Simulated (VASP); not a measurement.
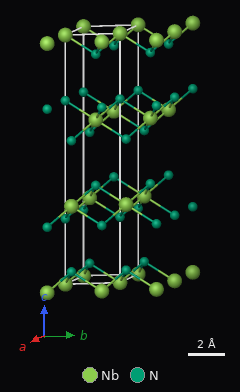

Starting structure of crystalline NbN2 (a generated structure, set up in R-3m). Style: ball-and-stick. Shown: the conventional cell (3 times the calculation's cell), repeated 2 × 2 × 1 with one cell outlined, slightly off an axis. Lengths and directions refer to the drawn axes.

The run lets cell and atoms move.

Method: VASP 6.6.1, Kohn-Sham DFT of a periodic cell, PBE, VASP PAW PBE potentials, recommended.

Input
```
SYSTEM = NbN2
ALGO = Fast
EDIFF = 1E-6
EDIFFG = -0.01
ENCUT = 600
GGA = PE
IBRION = 2
ISIF = 3
ISMEAR = -1
LASPH = .TRUE.
LCHARG = .FALSE.
LREAL = .FALSE.
LWAVE = .FALSE.
NELM = 100
NSW = 60
PREC = Accurate
SIGMA = 0.05
```

Command:
```bash
cat potpaw_PBE.64/Nb_sv/POTCAR potpaw_PBE.64/N/POTCAR > POTCAR
mpirun -np 1 vasp_std > vasp.out
```

The structure:
```
CELL_PARAMETERS angstrom
5.10981 -0.23397 -0.14190
4.27169 2.81381 -0.14190
4.27169 1.17468 2.56082
ATOMIC_POSITIONS crystal
Nb 0.00000 0.00000 0.00000
N 0.73691 0.73691 0.73691
N 0.26309 0.26309 0.26309
```

### Where does the relaxation end?

The largest moves relative to the cell, 0.012 Å, are those of N atoms. Nb stays in place. The drawn cell changes as follows: a = b 3.161 → 3.159 Å (−0.1 %), c 14.342 → 14.171 Å (−1.2 %); the volume changes by −1.3 %. The space group stays R-3m (No. 166). After 15 geometry steps the energy has fallen by 0.6 meV per cell of the calculation. Largest force component: 0.014 eV/Å at the start, 0.0004 eV/Å at the end. The pressure goes from −0.44 to −0.03 GPa.

After the run, drawn alike:

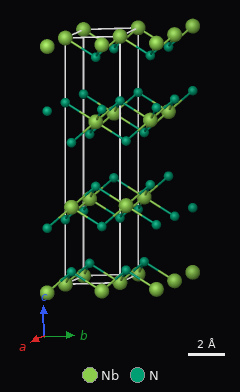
